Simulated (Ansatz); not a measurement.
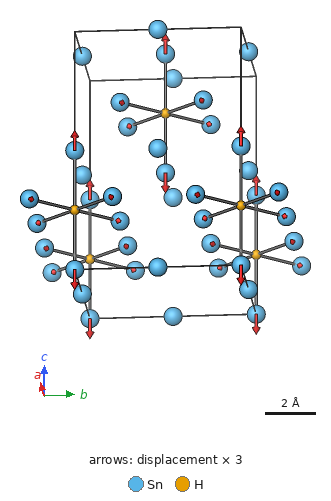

This is a relaxation of solid Sn8H (set up in I4/mmm) (coarse preliminary run). The starting structure is drawn; red arrows show the displacements (the part carried along by the change of the cell is left out), 3 times their true length.

A ball-and-stick model of the conventional cell (2 times the calculation's cell), seen from a free direction. Lengths and directions refer to the drawn axes.

Case: 1 H put on empty site 1 of 8 host cells, relaxed.

Level of theory: DFT PBE, scalar-relativistic, plane waves, PAW (Ansatz 0.2.0).

Input file:
```yaml
crystal:
  lattice:
    - [-3.3503794922, 3.3503794922, 4.9956806595]
    - [3.3503794922, -3.3503794922, 4.9956806595]
    - [3.3503794922, 3.3503794922, -4.9956806595]
  atoms:
    - { symbol: Sn, position: [0.0, 0.0, 0.0] }
    - { symbol: Sn, position: [0.0, 0.0, 0.5] }
    - { symbol: Sn, position: [0.0, 0.5, 0.0] }
    - { symbol: Sn, position: [0.0, 0.5, 0.5] }
    - { symbol: Sn, position: [0.5, 0.0, 0.0] }
    - { symbol: Sn, position: [0.5, 0.0, 0.5] }
    - { symbol: Sn, position: [0.5, 0.5, 0.0] }
    - { symbol: Sn, position: [0.5, 0.5, 0.5] }
    - { symbol: H, position: [0.25, 0.25, 0.0] }
basis:
  ecutwfc: 420
kpoints:
  mp_grid: { grid: [4, 4, 4] }
hamiltonian:
  xc: pbe
scf:
  occupations: { method: gaussian, width: 0.1 }
output:
  forces: true
  stress: true
  eigenvalues: true
relax:
  adjacent_minimum: "off"
  f_tol: 0.0325
  max_steps: 70
  cell: { stress_tol: 0.24 }
```

Run as
```bash
ansatz run input.yaml --threads 2 --pin off --max-ram 5120MiB --backend cpu --events-out ev --progress --plain --runs-dir out
```

### What happened in the run?

Over 6 accepted moves (9 points after the start) the energy falls by 56.8 meV per cell of the calculation. The largest force component goes from 0.21 to 0.0027 eV/Å. The pressure goes from 0.74 to −0.01 GPa. The line search rejected the trial steps at points 2, 5 of the run. At 1 point the geometry stayed and the basis and grid were re-selected for the new cell (energy shift of 1.1 meV per cell of the calculation at most each time). The largest moves relative to the cell, 0.29 Å, are those of Sn1 and Sn7. Sn7 goes along +c. H stays in place. The volume changes by +1.9 %, with a = b 6.701 → 6.805 Å (+1.6 %), c 9.991 → 9.871 Å (−1.2 %). Among the contacts that change: Sn1–H9 2.498 → 2.761 Å, Sn2–H9 2.369 → 2.318 Å. The space group stays I4/mmm (No. 139).
